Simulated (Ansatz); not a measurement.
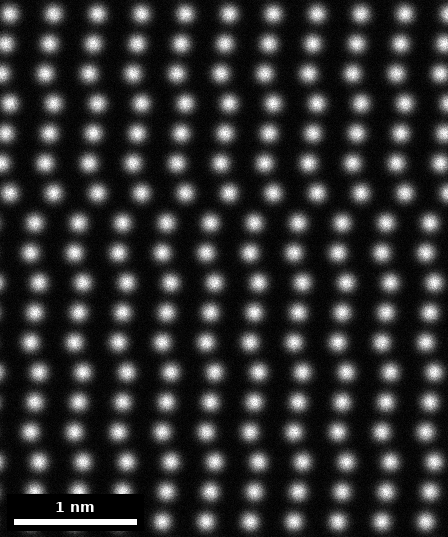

HAADF-like image of Br (P3_121, No. 152) along [100]. Simulated incoherent Z contrast: every atom adds Z^1.6 spread by a probe of 1.14 Å full width; channelling and multiple scattering are left out. The probe carries 15 % of its weight in a tail 2.5 times as wide. Shot noise was added.

One planar defect was built into the perfect crystal by geometry alone, without relaxation. Host structure: the geometry relaxed with DFT r2SCAN, scalar-relativistic, plane waves, PAW (Ansatz); the starting structure was generated, so it need not be a known form of this composition.

**Where does the periodic pattern break, and how?**

A planar fault (a stacking fault) runs horizontally about 17 Å below the top edge. The part above it is shifted along the boundary by 1/3 of the 3.60 Å repeat of the rows (1.2 Å to the right, the same as 2.4 Å to the left); both parts keep the same orientation.
